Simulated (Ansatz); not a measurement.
## Run report: SnO$_{2}$, single-point calculation (part 1 of 2)

- system: SnO$_{2}$ (48 atoms in the cell)
- method: DFT PBE, scalar-relativistic, plane waves, PAW, no spin polarisation (Ansatz 0.2.0)

The structure derives from a Materials Project entry.

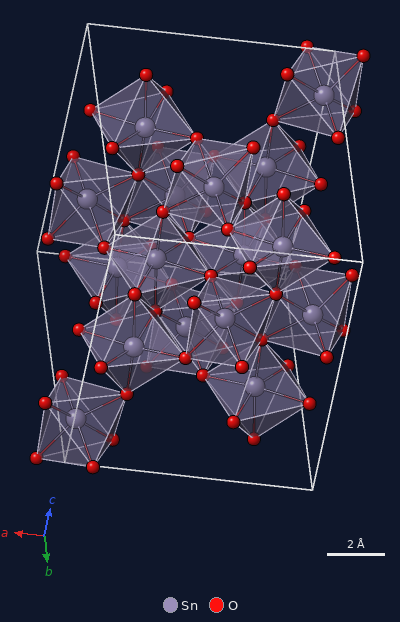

Figure 1. The structure (polyhedral view of the cell of the calculation, seen at an oblique angle; polyhedra are completed across the faces of the cell). An atom can appear more than once, as a periodic image.

Input file:
```yaml
crystal:
  lattice:
    - [-4.735146, 5.750912, 5.247114]
    - [4.735146, -5.750912, 5.247114]
    - [4.735146, 5.750912, -5.247114]
  atoms:
    - { symbol: Sn, position: [0.707724, 0.125, 0.082724] }
    - { symbol: Sn, position: [0.207724, 0.625, 0.082724] }
    - { symbol: Sn, position: [0.207724, 0.125, 0.582724] }
    - { symbol: Sn, position: [0.707724, 0.625, 0.582724] }
    - { symbol: Sn, position: [0.542276, 0.125, 0.417276] }
    - { symbol: Sn, position: [0.042276, 0.625, 0.417276] }
    - { symbol: Sn, position: [0.042276, 0.125, 0.917276] }
    - { symbol: Sn, position: [0.542276, 0.625, 0.917276] }
    - { symbol: Sn, position: [0.292276, 0.375, 0.417276] }
    - { symbol: Sn, position: [0.792276, 0.875, 0.417276] }
    - { symbol: Sn, position: [0.792276, 0.375, 0.917276] }
    - { symbol: Sn, position: [0.292276, 0.875, 0.917276] }
    - { symbol: Sn, position: [0.457724, 0.375, 0.082724] }
    - { symbol: Sn, position: [0.957724, 0.875, 0.082724] }
    - { symbol: Sn, position: [0.957724, 0.375, 0.582724] }
    - { symbol: Sn, position: [0.457724, 0.875, 0.582724] }
    - { symbol: O, position: [0.842864, 0.404454, 0.168714] }
    - { symbol: O, position: [0.342864, 0.904454, 0.168714] }
    - { symbol: O, position: [0.342864, 0.404454, 0.668714] }
    - { symbol: O, position: [0.842864, 0.904454, 0.668714] }
    - { symbol: O, position: [0.907136, 0.075851, 0.061591] }
    - { symbol: O, position: [0.407136, 0.575851, 0.061591] }
    - { symbol: O, position: [0.407136, 0.075851, 0.561591] }
    - { symbol: O, position: [0.907136, 0.575851, 0.561591] }
    - { symbol: O, position: [0.73574, 0.174149, 0.331286] }
    - { symbol: O, position: [0.23574, 0.674149, 0.331286] }
    - { symbol: O, position: [0.23574, 0.174149, 0.831286] }
    - { symbol: O, position: [0.73574, 0.674149, 0.831286] }
    - { symbol: O, position: [0.51426, 0.345546, 0.438409] }
    - { symbol: O, position: [0.01426, 0.845546, 0.438409] }
    - { symbol: O, position: [0.01426, 0.345546, 0.938409] }
    - { symbol: O, position: [0.51426, 0.845546, 0.938409] }
    - { symbol: O, position: [0.48574, 0.154454, 0.061591] }
    - { symbol: O, position: [0.98574, 0.654454, 0.061591] }
    - { symbol: O, position: [0.98574, 0.154454, 0.561591] }
    - { symbol: O, position: [0.48574, 0.654454, 0.561591] }
    - { symbol: O, position: [0.26426, 0.325851, 0.168714] }
    - { symbol: O, position: [0.76426, 0.825851, 0.168714] }
    - { symbol: O, position: [0.76426, 0.325851, 0.668714] }
    - { symbol: O, position: [0.26426, 0.825851, 0.668714] }
    - { symbol: O, position: [0.092864, 0.424149, 0.438409] }
    - { symbol: O, position: [0.592864, 0.924149, 0.438409] }
    - { symbol: O, position: [0.592864, 0.424149, 0.938409] }
    - { symbol: O, position: [0.092864, 0.924149, 0.938409] }
    - { symbol: O, position: [0.157136, 0.095546, 0.331286] }
    - { symbol: O, position: [0.657136, 0.595546, 0.331286] }
    - { symbol: O, position: [0.657136, 0.095546, 0.831286] }
    - { symbol: O, position: [0.157136, 0.595546, 0.831286] }
basis:
  ecutwfc: 420
  fft_grid_basis: typed
kpoints:
  mp_grid: { grid: [2, 2, 2] }
hamiltonian:
  xc: pbe
  pseudopotentials: { kind: paw }
scf:
  occupations: { method: gaussian, width: 0.05 }
output:
  forces: true
  stress: false
  eigenvalues: true
  bader: false
  write_density: true
  volumetric_format: npy
```

Launched with:
```bash
ansatz run input.yaml --threads 4 --pin off --max-ram 10240MiB --backend cpu --events-out ev --progress --plain --runs-dir out
```

The program's output:
```
Warning: the atoms were moved onto the symmetric positions of the space group found under crystal.symmetry.tolerance 1.0e-5 (fractional; no operation is sought that the atoms, as they stand in a round, miss by more than twice it, and no atom is moved by as much as it), and the run uses the moved positions. Before a round's move an operation carried an atom to 9.47e-6 Å from where it should land, the largest such distance. Atom 16 (counting from 0) moved farthest, by 6.13e-6 Å; the longest move in fractions of the cell, of whichever atom, is 0.06 of the tolerance, in 1 round. To run the atoms as typed, lower crystal.symmetry.tolerance until the operations that they miss are no longer found, or set crystal.symmetry.detect: false (a key that needs symmetry detection or time reversal refuses this as the deck is read). The positions used, in the order of the run's atom list: position: [0.707724, 0.125, 0.082724]; position: [0.207724, 0.625, 0.082724]; position: [0.207724, 0.125, 0.582724]; position: [0.707724, 0.625, 0.582724]; position: [0.542276, 0.125, 0.417276]; position: [0.042276, 0.625, 0.417276]; position: [0.042276, 0.125, 0.917276]; position: [0.542276, 0.625, 0.917276]; position: [0.292276, 0.375, 0.417276]; position: [0.792276, 0.875, 0.417276]; position: [0.792276, 0.375, 0.917276]; position: [0.292276, 0.875, 0.917276]; position: [0.457724, 0.375, 0.082724]; position: [0.957724, 0.875, 0.082724]; position: [0.957724, 0.375, 0.582724]; position: [0.457724, 0.875, 0.582724]; position: [0.8428635, 0.40445424999999996, 0.16871425]; position: [0.3428635, 0.90445425, 0.16871425]; position: [0.3428635, 0.40445424999999996, 0.6687142500000001]; position: [0.8428635, 0.90445425, 0.6687142500000001]; position: [0.9071365, 0.07585075000000002, 0.061590749999999986]; position: [0.4071365, 0.57585075, 0.061590749999999986]; position: [0.4071365, 0.07585075000000002, 0.56159075]; position: [0.9071365, 0.57585075, 0.56159075]; position: [0.73574, 0.17414924999999995, 0.33128575]; position: [0.23574, 0.67414925, 0.33128575]; position: [0.23574, 0.17414924999999995, 0.83128575]; position: [0.73574, 0.67414925, 0.83128575]; position: [0.51426, 0.34554575000000004, 0.43840925000000003]; position: [0.01426, 0.84554575, 0.43840925000000003]; position: [0.01426, 0.34554575000000004, 0.9384092500000001]; position: [0.51426, 0.84554575, 0.9384092500000001]; position: [0.48574, 0.15445424999999996, 0.061590749999999986]; position: [0.98574, 0.65445425, 0.061590749999999986]; position: [0.98574, 0.15445424999999996, 0.56159075]; position: [0.48574, 0.65445425, 0.56159075]; position: [0.26426, 0.32585075, 0.16871425]; position: [0.76426, 0.82585075, 0.16871425]; position: [0.76426, 0.32585075, 0.6687142500000001]; position: [0.26426, 0.82585075, 0.6687142500000001]; position: [0.09286349999999999, 0.42414925, 0.43840925000000003]; position: [0.5928635, 0.92414925, 0.43840925000000003]; position: [0.5928635, 0.42414925, 0.9384092500000001]; position: [0.09286349999999999, 0.92414925, 0.9384092500000001]; position: [0.1571365, 0.09554575000000004, 0.33128575]; position: [0.6571365, 0.59554575, 0.33128575]; position: [0.6571365, 0.09554575000000004, 0.83128575]; position: [0.1571365, 0.59554575, 0.83128575];
Engine: ansatz 0.2.0, aarch64-unknown-linux-gnu
Pseudopotentials: kind: paw
Pseudopotential: Sn, paw, valence charge 14, recommended cutoff 420 eV (normal), Sn.paw.azcp
Pseudopotential: O, paw, valence charge 6, recommended cutoff 420 eV (normal), O.paw.azcp
Functional definition: PBE
  parameter kappa = 0.804
  parameter beta = 0.06672455060314922
  exchange = pbe_x(kappa = kappa, mu = beta*pi^2/3)
  correlation = pbe_c(beta = beta)
Crystal: 48 atoms, lattice volume = 571.545 Å³
Basis set: ecut = 420 eV, 11169 PW (Γ), exchange–correlation on 128×128×128 points (8 copies of the dense FFT grid, shifted against one another)
Bands: 256, of which v1, the nominal top of the filled ones, is band 208 counted from 1 (207 counted from 0)
Symmetry: 32 space group operations
Space group: Pbcn (ITA 60), of the structure as read, at distance tolerance 8.3e-5 Å
k-points: 5 of 8
Non-local potential: Sn, projectors of the file, l = 0: 2, l = 1: 2, l = 2: 2, l = 3: 2
Non-local potential: O, projectors of the file, l = 0: 2, l = 1: 2, l = 2: 1
PAW form: soft (Blöchl's): semilocal exchange-correlation on the pseudo side does not see the compensation charge
PAW one-centre angular grid: Sn, 590 points (default); XC on 64 Gauss nodes
PAW one-centre angular grid: O, 110 points (default); XC on 64 Gauss nodes
Initial density: superposition of atomic densities (neutral atoms: chi_scale 0, normalization atom), corrected by the library's trained network
Initial wavefunctions: pseudopotential atomic-orbital guess
Functional: x = pbe(κ = 0.804, μ = 0.2195149727645171), c = pbe(β = 0.06672455060314922)
SCF iter   1: F=—  HF=-114542.428334 eV  |F-HF|=—  |Δ(HF+E_count)|=         —  Δρ=1.47e-3  dr2=5.12e-3  ethr=1.77e-3  ⟨swp⟩=5.0  Hψ=4859  notcnv=0  defer=114
preconditioner: auto → Resta (q_TF=auto, 2.588 Å⁻¹)  ε∞=3.6  [insulator: Δε(μ)=1.382 eV  Ē_g=19.588 eV  σ=0.050 eV  W_gap=1.00  n_scr=170 (ndim 8)  ℏωp=31.7 eV  f_vac=0.028  D(μ)=0.00/eV (n_scr^D=0)  ε∞_Penn≈3.6]
SCF iter   2: F=—  HF=-114542.437240 eV  |F-HF|=—  |Δ(HF+E_count)|=   8.91e-3  Δρ=7.93e-4  dr2=1.48e-3  ethr=1.23e-6  ⟨swp⟩=3.0  Hψ=2639  notcnv=0  defer=171
SCF iter   3: F=—  HF=-114542.439577 eV  |F-HF|=—  |Δ(HF+E_count)|=   2.34e-3  Δρ=3.36e-4  dr2=3.42e-4  ethr=3.55e-7  ⟨swp⟩=2.4  Hψ=1811  notcnv=0  defer=96
automatic band count: iteration 3 solves 241 bands in place of 256: the levels show a gap, and the empty bands left out lie too high to hold charge; the band table lists the bands solved (type scf.n_extra_bands for more)
SCF iter   4: F=—  HF=-114542.440165 eV  |F-HF|=—  |Δ(HF+E_count)|=   5.88e-4  Δρ=7.00e-5  dr2=2.73e-5  ethr=8.21e-8  ⟨swp⟩=2.0  Hψ=1713  notcnv=0  defer=96
SCF iter   5: F=—  HF=-114542.440254 eV  |F-HF|=—  |Δ(HF+E_count)|=   8.90e-5  Δρ=1.46e-5  dr2=1.41e-6  ethr=6.55e-9  ⟨swp⟩=2.0  Hψ=2070  notcnv=0  defer=96
SCF iter   6: F=—  HF=-114542.440256 eV  |F-HF|=—  |Δ(HF+E_count)|=   1.83e-6  Δρ=7.49e-6  dr2=2.68e-7  ethr=3.38e-10  ⟨swp⟩=2.0  Hψ=2115  notcnv=0  defer=96
SCF iter   7: F=-114542.440256 eV  HF=-114542.440256 eV  |F-HF|=2.91e-11  |Δ(HF+E_count)|=   1.10e-7  Δρ=1.68e-6  dr2=1.89e-8  ethr=2.40e-11  ⟨swp⟩=11.8  Hψ=5183  notcnv=0
SCF 1 converged in 7 iterations: F = -114542.440256 eV  dr2 = 1.89e-8
  greatest PAW one-centre occupation: 0.996 electrons in one spin orbital (limit 2), on the Sn atom at site 15 (counted from 0), in its partial waves of l = 2
SCF converged after 7 iterations
Free energy (F): -114542.440256 eV
Harris-Foulkes:  -114542.440256 eV  (|F-HF|=2.91e-11)
Internal energy: -114542.440256 eV  (E = F + TS)
E sigma→0 (E₀):  -114542.440256 eV
Fermi energy:    9.922325 eV
--- Per-component energies (eV) ---
  E_band       = -889.874104
  E_kinetic    = 8661.883439
  E_local      = -22359.274077  (includes V_loc(G=0)·N_el)
  E_nonlocal   = 1075.628368
  E_hartree    = 11682.574113
  E_xc         = -8435.610622
  E_vxc        = -4506.908875  (∫ρ·V_xc dr)
  E_paw        = -71436.358238  (= ΣΔE_a)
  E_vpaw       = -7126.438721  (= ΣTr[D̂ρ^β])
  E_aug_tail   = 0.079113  (compensation charges beyond the density's cutoff)
  E_ewald      = -33731.362352
  E_smearing   = -0.000000  (= −TS)
  E_closure    = 0.000000  (closes the sum)
  Σ components = -114542.440256   (vs F -114542.440256, Δ=0.00e0)
--- Forces (eV/Å), atoms counted from 1 ---
  atom   1  Sn     0.00000000     0.04409509     0.00000000
  atom   2  Sn    -0.00000000     0.04409509     0.00000000
  atom   3  Sn    -0.00000000     0.04409509     0.00000000
  atom   4  Sn     0.00000000     0.04409509     0.00000000
  atom   5  Sn     0.00000000    -0.04409509    -0.00000000
  atom   6  Sn     0.00000000    -0.04409509    -0.00000000
  atom   7  Sn     0.00000000    -0.04409509    -0.00000000
  atom   8  Sn     0.00000000    -0.04409509    -0.00000000
  atom   9  Sn     0.00000000    -0.04409509    -0.00000000
  atom  10  Sn     0.00000000    -0.04409509    -0.00000000
  atom  11  Sn     0.00000000    -0.04409509    -0.00000000
  atom  12  Sn     0.00000000    -0.04409509    -0.00000000
  atom  13  Sn    -0.00000000     0.04409509     0.00000000
  atom  14  Sn    -0.00000000     0.04409509     0.00000000
  atom  15  Sn     0.00000000     0.04409509     0.00000000
  atom  16  Sn    -0.00000000     0.04409509     0.00000000
  atom  17  O      0.05943160    -0.06070925    -0.02293615
  atom  18  O      0.05943160    -0.06070925    -0.02293615
  atom  19  O      0.05943160    -0.06070925    -0.02293615
  atom  20  O      0.05943160    -0.06070925    -0.02293615
  atom  21  O      0.05943160     0.06070925     0.02293615
  atom  22  O      0.05943160     0.06070925     0.02293615
  atom  23  O      0.05943160     0.06070925     0.02293615
  atom  24  O      0.05943160     0.06070925     0.02293615
  atom  25  O     -0.05943160     0.06070925    -0.02293615
  atom  26  O     -0.05943160     0.06070925    -0.02293615
  atom  27  O     -0.05943160     0.06070925    -0.02293615
  atom  28  O     -0.05943160     0.06070925    -0.02293615
  atom  29  O     -0.05943160    -0.06070925     0.02293615
  atom  30  O     -0.05943160    -0.06070925     0.02293615
  atom  31  O     -0.05943160    -0.06070925     0.02293615
  atom  32  O     -0.05943160    -0.06070925     0.02293615
  atom  33  O      0.05943160     0.06070925    -0.02293615
  atom  34  O      0.05943160     0.06070925    -0.02293615
  atom  35  O      0.05943160     0.06070925    -0.02293615
  atom  36  O      0.05943160     0.06070925    -0.02293615
  atom  37  O      0.05943160    -0.06070925     0.02293615
  atom  38  O      0.05943160    -0.06070925     0.02293615
  atom  39  O      0.05943160    -0.06070925     0.02293615
  atom  40  O      0.05943160    -0.06070925     0.02293615
  atom  41  O     -0.05943160    -0.06070925    -0.02293615
  atom  42  O     -0.05943160    -0.06070925    -0.02293615
  atom  43  O     -0.05943160    -0.06070925    -0.02293615
  atom  44  O     -0.05943160    -0.06070925    -0.02293615
  atom  45  O     -0.05943160     0.06070925     0.02293615
  atom  46  O     -0.05943160     0.06070925     0.02293615
  atom  47  O     -0.05943160     0.06070925     0.02293615
  atom  48  O     -0.05943160     0.06070925     0.02293615
  max |Σ_I F_I| component: 9.71e-17 eV/Å
--- Band table (eV; the first three rows and the last of 5) ---
```
